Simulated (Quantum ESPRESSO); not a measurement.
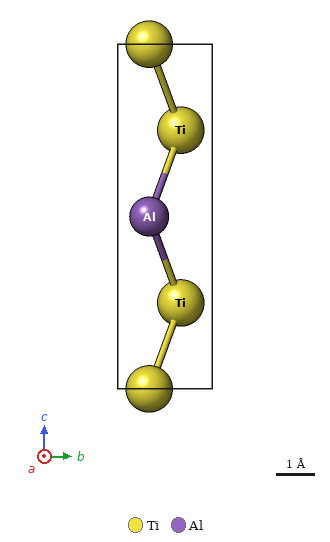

The structure as given in the input (ball-and-stick view of the cell of the calculation, along the a axis). An atom can appear more than once, as a periodic image.

**Band-structure run of Ti3Al (part 1 of 2)**

System: Ti3Al (P-6m2, 4 atoms in the cell).
Method: Kohn-Sham DFT of a periodic cell, PBEsol, GBRV 1.5 PBEsol, no spin polarisation (Quantum ESPRESSO 7.5).

The structure derives from a Materials Project entry.

## The input
```
&CONTROL
  calculation = 'scf'
  prefix = 'pwscf'
  outdir = './tmp'
  pseudo_dir = './pseudo'
  tprnfor = .true.
  tstress = .true.
  disk_io = 'low'
/
&SYSTEM
  ibrav = 0
  celldm(1) = 8
  nat = 4
  ntyp = 2
  ecutwfc = 45
  ecutrho = 360
  nbnd = 28
  occupations = 'smearing'
  smearing = 'fd'
  degauss = 0.00367493
/
&ELECTRONS
  conv_thr = 8d-10
  electron_maxstep = 120
  mixing_beta = 0.5
/
ATOMIC_SPECIES
Ti    47.8670 ti_pbesol_v1.4.uspp.F.UPF
Al    26.9815 al_pbesol_v1.uspp.F.UPF
CELL_PARAMETERS alat
  0.6915316274449   0.0000000000000   0.0000000000000
 -0.3457658137106   0.5988839568917   0.0000000000000
  0.0000000000000   0.0000000000000   2.1794121633318
ATOMIC_POSITIONS crystal
Ti     0.3333333333    0.6666666667    0.2494060000
Ti     0.3333333333    0.6666666667    0.7505940000
Ti     0.6666666667    0.3333333333    0.0000000000
Al     0.6666666667    0.3333333333    0.5000000000
K_POINTS automatic
10 10 3 0 0 0
```

## File bands.in
```
&CONTROL
  calculation = 'bands'
  prefix = 'pwscf'
  outdir = './tmp'
  pseudo_dir = './pseudo'
  disk_io = 'low'
  verbosity = 'high'
/
&SYSTEM
  ibrav = 0
  celldm(1) = 8
  nat = 4
  ntyp = 2
  ecutwfc = 45
  ecutrho = 360
  nbnd = 28
  occupations = 'smearing'
  smearing = 'fd'
  degauss = 0.00367493
/
&ELECTRONS
  conv_thr = 1d-08
  electron_maxstep = 120
  mixing_beta = 0.5
  diago_full_acc = .true.
  startingwfc = 'random'
/
ATOMIC_SPECIES
Ti    47.8670 ti_pbesol_v1.4.uspp.F.UPF
Al    26.9815 al_pbesol_v1.uspp.F.UPF
CELL_PARAMETERS alat
  0.6915316274449   0.0000000000000   0.0000000000000
 -0.3457658137106   0.5988839568917   0.0000000000000
  0.0000000000000   0.0000000000000   2.1794121633318
ATOMIC_POSITIONS crystal
Ti     0.3333333333    0.6666666667    0.2494060000
Ti     0.3333333333    0.6666666667    0.7505940000
Ti     0.6666666667    0.3333333333    0.0000000000
Al     0.6666666667    0.3333333333    0.5000000000
K_POINTS crystal
60
 0.0000000000  0.0000000000  0.0000000000 1
 0.0555555556  0.0000000000  0.0000000000 1
 0.1111111111  0.0000000000  0.0000000000 1
 0.1666666667  0.0000000000  0.0000000000 1
 0.2222222222  0.0000000000  0.0000000000 1
 0.2777777778  0.0000000000  0.0000000000 1
 0.3333333333  0.0000000000  0.0000000000 1
 0.3888888889  0.0000000000  0.0000000000 1
 0.4444444444  0.0000000000  0.0000000000 1
 0.5000000000  0.0000000000  0.0000000000 1
 0.4666666667  0.0666666667  0.0000000000 1
 0.4333333333  0.1333333333  0.0000000000 1
 0.4000000000  0.2000000000  0.0000000000 1
 0.3666666667  0.2666666667  0.0000000000 1
 0.3333333333  0.3333333333  0.0000000000 1
 0.3000000000  0.3000000000  0.0000000000 1
 0.2666666667  0.2666666667  0.0000000000 1
 0.2333333333  0.2333333333  0.0000000000 1
 0.2000000000  0.2000000000  0.0000000000 1
 0.1666666667  0.1666666667  0.0000000000 1
 0.1333333333  0.1333333333  0.0000000000 1
 0.1000000000  0.1000000000  0.0000000000 1
 0.0666666667  0.0666666667  0.0000000000 1
 0.0333333333  0.0333333333  0.0000000000 1
 0.0000000000  0.0000000000  0.0000000000 1
 0.0000000000  0.0000000000  0.2500000000 1
 0.0000000000  0.0000000000  0.5000000000 1
 0.0555555556  0.0000000000  0.5000000000 1
 0.1111111111  0.0000000000  0.5000000000 1
 0.1666666667  0.0000000000  0.5000000000 1
 0.2222222222  0.0000000000  0.5000000000 1
 0.2777777778  0.0000000000  0.5000000000 1
 0.3333333333  0.0000000000  0.5000000000 1
 0.3888888889  0.0000000000  0.5000000000 1
 0.4444444444  0.0000000000  0.5000000000 1
 0.5000000000  0.0000000000  0.5000000000 1
 0.4666666667  0.0666666667  0.5000000000 1
 0.4333333333  0.1333333333  0.5000000000 1
 0.4000000000  0.2000000000  0.5000000000 1
 0.3666666667  0.2666666667  0.5000000000 1
 0.3333333333  0.3333333333  0.5000000000 1
 0.3076923077  0.3076923077  0.5000000000 1
 0.2820512821  0.2820512821  0.5000000000 1
 0.2564102564  0.2564102564  0.5000000000 1
 0.2307692308  0.2307692308  0.5000000000 1
 0.2051282051  0.2051282051  0.5000000000 1
 0.1794871795  0.1794871795  0.5000000000 1
 0.1538461538  0.1538461538  0.5000000000 1
 0.1282051282  0.1282051282  0.5000000000 1
 0.1025641026  0.1025641026  0.5000000000 1
 0.0769230769  0.0769230769  0.5000000000 1
 0.0512820513  0.0512820513  0.5000000000 1
 0.0256410256  0.0256410256  0.5000000000 1
 0.0000000000  0.0000000000  0.5000000000 1
 0.5000000000  0.0000000000  0.5000000000 1
 0.5000000000  0.0000000000  0.2500000000 1
 0.5000000000  0.0000000000  0.0000000000 1
 0.3333333333  0.3333333333  0.0000000000 1
 0.3333333333  0.3333333333  0.2500000000 1
 0.3333333333  0.3333333333  0.5000000000 1
```

Run on 2 threads of AMD EPYC (Zen 3), 32 GiB of memory available, shared host.

Command:
```bash
OMP_NUM_THREADS=1 mpirun -n 2 pw.x -nk 2 -in pw.in > pw.out
OMP_NUM_THREADS=1 mpirun -n 2 pw.x -nk 2 -in bands.in > bands.out
```

## The program's output
```
This program is part of the open-source Quantum ESPRESSO suite
     for quantum simulation of materials; please cite
         "P. Giannozzi et al., J. Phys.:Condens. Matter 21 395502 (2009);
         "P. Giannozzi et al., J. Phys.:Condens. Matter 29 465901 (2017);
         "P. Giannozzi et al., J. Chem. Phys. 152 154105 (2020);
          URL
     in publications or presentations arising from this work. More details at

     Message from routine setup:
     using ibrav=0 with symmetry is DISCOURAGED, use correct ibrav instead

     K-points division:     npool     =       2
     Subspace diagonalization in iterative solution of the eigenvalue problem:
     a serial algorithm will be used

     G-vector sticks info
     --------------------
     sticks:   dense  smooth     PW     G-vecs:    dense   smooth      PW
     Sum         757     379    121                53337    18897    3257

     Using Slab Decomposition

     bravais-lattice index     =            0
     lattice parameter (alat)  =       8.0000  a.u.
     unit-cell volume          =     462.1299 (a.u.)^3
     number of atoms/cell      =            4
     number of atomic types    =            2
     number of electrons       =        39.00
     number of Kohn-Sham states=           28
     kinetic-energy cutoff     =      45.0000  Ry
     charge density cutoff     =     360.0000  Ry
     scf convergence threshold =      8.0E-10
     mixing beta               =       0.5000
     number of iterations used =            8  plain     mixing
     Exchange-correlation= SLA  PW   PSX  PSC
                           (   1   4  10   8   0   0   0)

     celldm(1)=   8.000000  celldm(2)=   0.000000  celldm(3)=   0.000000
     celldm(4)=   0.000000  celldm(5)=   0.000000  celldm(6)=   0.000000

     crystal axes: (cart. coord. in units of alat)
               a(1) = (   0.691532   0.000000   0.000000 )
               a(2) = (  -0.345766   0.598884   0.000000 )
               a(3) = (   0.000000   0.000000   2.179412 )

     reciprocal axes: (cart. coord. in units 2 pi/alat)
               b(1) = (  1.446065  0.834886 -0.000000 )
               b(2) = (  0.000000  1.669773  0.000000 )
               b(3) = (  0.000000 -0.000000  0.458839 )

     PseudoPot. # 1 for Ti read from file:
     ti_pbesol_v1.4.uspp.F.UPF
     Pseudo is Ultrasoft + core correction, Zval = 12.0
     Generated by new atomic code, or converted to UPF format
     Using radial grid of  851 points,  6 beta functions with:
                l(1) =   0
                l(2) =   0
                l(3) =   1
                l(4) =   1
                l(5) =   2
                l(6) =   2
     Q(r) pseudized with  6 coefficients,  rinner =    1.000   1.000   1.000
                                                       1.000   1.000

     PseudoPot. # 2 for Al read from file:
     al_pbesol_v1.uspp.F.UPF
     Pseudo is Ultrasoft + core correction, Zval =  3.0
     Generated by new atomic code, or converted to UPF format
     Using radial grid of  893 points,  3 beta functions with:
                l(1) =   0
                l(2) =   1
                l(3) =   2
     Q(r) pseudized with  8 coefficients,  rinner =    0.900   0.900   0.900
                                                       0.900   0.900

     atomic species   valence    mass     pseudopotential
     Ti               12.00    47.86700     Ti( 1.00)
     Al                3.00    26.98150     Al( 1.00)

     12 Sym. Ops. (no inversion) found

   Cartesian axes

     site n.     atom                  positions (alat units)
         1        Ti     tau(   1) = (  -0.0000000   0.3992560   0.5435585  )
         2        Ti     tau(   2) = (  -0.0000000   0.3992560   1.6358537  )
         3        Ti     tau(   3) = (   0.3457658   0.1996280   0.0000000  )
         4        Al     tau(   4) = (   0.3457658   0.1996280   1.0897061  )

     number of k points=    28  Fermi-Dirac smearing, width (Ry)=  0.0037
                       cart. coord. in units 2pi/alat
        k(    1) = (   0.0000000   0.0000000   0.0000000), wk =   0.0066667
        k(    2) = (   0.0000000   0.0000000   0.1529464), wk =   0.0133333
        k(    3) = (   0.0000000   0.1669773   0.0000000), wk =   0.0400000
        k(    4) = (   0.0000000   0.1669773   0.1529464), wk =   0.0800000
        k(    5) = (   0.0000000   0.3339545   0.0000000), wk =   0.0400000
        k(    6) = (   0.0000000   0.3339545   0.1529464), wk =   0.0800000
        k(    7) = (   0.0000000   0.5009318   0.0000000), wk =   0.0400000
        k(    8) = (   0.0000000   0.5009318   0.1529464), wk =   0.0800000
        k(    9) = (   0.0000000   0.6679090   0.0000000), wk =   0.0400000
        k(   10) = (   0.0000000   0.6679090   0.1529464), wk =   0.0800000
        k(   11) = (   0.0000000  -0.8348863   0.0000000), wk =   0.0200000
        k(   12) = (   0.0000000  -0.8348863   0.1529464), wk =   0.0400000
        k(   13) = (   0.1446065   0.2504659   0.0000000), wk =   0.0400000
        k(   14) = (   0.1446065   0.2504659   0.1529464), wk =   0.0800000
        k(   15) = (   0.1446065   0.4174431   0.0000000), wk =   0.0800000
        k(   16) = (   0.1446065   0.4174431   0.1529464), wk =   0.1600000
        k(   17) = (   0.1446065   0.5844204   0.0000000), wk =   0.0800000
        k(   18) = (   0.1446065   0.5844204   0.1529464), wk =   0.1600000
        k(   19) = (   0.1446065   0.7513977   0.0000000), wk =   0.0800000
        k(   20) = (   0.1446065   0.7513977   0.1529464), wk =   0.1600000
        k(   21) = (   0.2892131   0.5009318   0.0000000), wk =   0.0400000
        k(   22) = (   0.2892131   0.5009318   0.1529464), wk =   0.0800000
        k(   23) = (   0.2892131   0.6679090   0.0000000), wk =   0.0800000
        k(   24) = (   0.2892131   0.6679090   0.1529464), wk =   0.1600000
        k(   25) = (   0.2892131   0.8348863   0.0000000), wk =   0.0400000
        k(   26) = (   0.2892131   0.8348863   0.1529464), wk =   0.0800000
        k(   27) = (   0.4338196   0.7513977   0.0000000), wk =   0.0400000
        k(   28) = (   0.4338196   0.7513977   0.1529464), wk =   0.0800000

     Dense  grid:    53337 G-vectors     FFT dimensions: (  36,  36, 108)

     Smooth grid:    18897 G-vectors     FFT dimensions: (  24,  24,  75)

     Check: negative core charge=   -0.000012

     Initial potential from superposition of free atoms

     starting charge      35.9975, renormalised to      39.0000

     negative rho (up, down):  2.193E-03 0.000E+00
     Starting wfcs are   34 randomized atomic wfcs

     Self-consistent Calculation

     iteration #  1     ecut=    45.00 Ry     beta= 0.50
     Davidson diagonalization with overlap
     ethr =  1.00E-02,  avg # of iterations =  3.6

     negative rho (up, down):  3.126E-03 0.000E+00

     total energy              =    -362.36257996 Ry
     estimated scf accuracy    <       3.64808877 Ry

     iteration #  2     ecut=    45.00 Ry     beta= 0.50
     Davidson diagonalization with overlap
     ethr =  9.35E-03,  avg # of iterations =  5.2

     negative rho (up, down):  2.037E-03 0.000E+00

     total energy              =    -362.38245454 Ry
     estimated scf accuracy    <      26.93028179 Ry

     iteration #  3     ecut=    45.00 Ry     beta= 0.50
     Davidson diagonalization with overlap
     ethr =  9.35E-03,  avg # of iterations =  4.6

     negative rho (up, down):  1.910E-03 0.000E+00

     total energy              =    -363.83871897 Ry
     estimated scf accuracy    <       1.41859501 Ry

     iteration #  4     ecut=    45.00 Ry     beta= 0.50
     Davidson diagonalization with overlap
     ethr =  3.64E-03,  avg # of iterations =  2.9

     negative rho (up, down):  1.749E-03 0.000E+00

     total energy              =    -364.07737200 Ry
     estimated scf accuracy    <       0.46832705 Ry

     iteration #  5     ecut=    45.00 Ry     beta= 0.50
     Davidson diagonalization with overlap
     ethr =  1.20E-03,  avg # of iterations =  1.6

     negative rho (up, down):  1.719E-03 0.000E+00

     total energy              =    -364.12005018 Ry
     estimated scf accuracy    <       0.29822221 Ry

     iteration #  6     ecut=    45.00 Ry     beta= 0.50
     Davidson diagonalization with overlap
     ethr =  7.65E-04,  avg # of iterations =  3.0

     negative rho (up, down):  1.650E-03 0.000E+00

     total energy              =    -364.13540665 Ry
     estimated scf accuracy    <       0.00508946 Ry

     iteration #  7     ecut=    45.00 Ry     beta= 0.50
     Davidson diagonalization with overlap
     ethr =  1.30E-05,  avg # of iterations =  9.1

     negative rho (up, down):  1.604E-03 0.000E+00

     total energy              =    -364.13600570 Ry
     estimated scf accuracy    <       0.01471178 Ry

     iteration #  8     ecut=    45.00 Ry     beta= 0.50
     Davidson diagonalization with overlap
     ethr =  1.30E-05,  avg # of iterations =  4.4

     negative rho (up, down):  1.599E-03 0.000E+00

     total energy              =    -364.13724769 Ry
     estimated scf accuracy    <       0.00930303 Ry

     iteration #  9     ecut=    45.00 Ry     beta= 0.50
     Davidson diagonalization with overlap
     ethr =  1.30E-05,  avg # of iterations =  1.0

     negative rho (up, down):  1.592E-03 0.000E+00

     total energy              =    -364.13755637 Ry
     estimated scf accuracy    <       0.00009786 Ry

     iteration # 10     ecut=    45.00 Ry     beta= 0.50
     Davidson diagonalization with overlap
     ethr =  2.51E-07,  avg # of iterations =  5.5

     negative rho (up, down):  1.592E-03 0.000E+00

     total energy              =    -364.13757288 Ry
     estimated scf accuracy    <       0.00008471 Ry

     iteration # 11     ecut=    45.00 Ry     beta= 0.50
     Davidson diagonalization with overlap
     ethr =  2.17E-07,  avg # of iterations =  1.1

     negative rho (up, down):  1.592E-03 0.000E+00

     total energy              =    -364.13757355 Ry
     estimated scf accuracy    <       0.00000980 Ry
```
